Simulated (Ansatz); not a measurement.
Input

```
crystal:
  lattice:
    - [4.3284776511, 0.0, 0.0]
    - [-2.1642388256, 3.7485716056, 0.0]
    - [0.0, 0.0, 7.0664914211]
  atoms:
    - { symbol: Cd, position: [0.6666666667, 0.3333333333, 0.5] }
    - { symbol: Cd, position: [0.3333333333, 0.6666666667, 0.0] }
    - { symbol: Se, position: [0.6666666667, 0.3333333333, 0.885] }
    - { symbol: Se, position: [0.3333333333, 0.6666666667, 0.385] }
hamiltonian:
  xc: pbesol
  pseudopotentials: { kind: paw_fr }
magnetization:
  noncollinear: true
  spin_orbit: true
kpoints:
  mp_grid: { grid: [7, 7, 4] }
scf:
  occupations: { method: fermi_dirac, width: 0.05 }
output:
  forces: true
  stress: true
  eigenvalues: true
  write_density: true
  write_potential: true
  elf: true
  volumetric_format: npy
```

Command:

```sh
ansatz run input.yaml --threads 2 --pin off --max-ram 5120MiB --backend cpu --events-out ev --progress --plain --runs-dir out
```

Below, planes, directions and counts refer to the conventional cell (a = 4.33 Å, b = 4.33 Å, c = 7.07 Å, α = 90.00°, β = 90.00°, γ = 120.00°).

Space group P6₃mc.

The calculation used Ansatz, Kohn-Sham DFT of a periodic cell, PBEsol, spin-orbit coupling, Ansatz PAW.

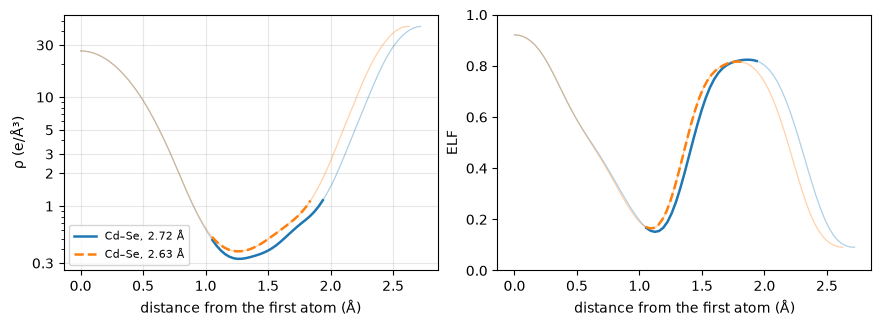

CdSe. Valence electron density and ELF along straight lines between neighbouring atoms. Thin, pale parts lie inside the atomic spheres.

Core electrons are frozen (PAW), and the valence fields are smoothed inside the atomic spheres.

> Compare the contacts.

Cd–Se (2.72 Å): the density is about 0.34 e/Å³ at the midpoint; the ELF is about 0.40 at the midpoint and 0.15 at its lowest between the atoms.
Cd–Se (2.63 Å): ρ is about 0.39 e/Å³ halfway; the ELF is about 0.40 at the midpoint.
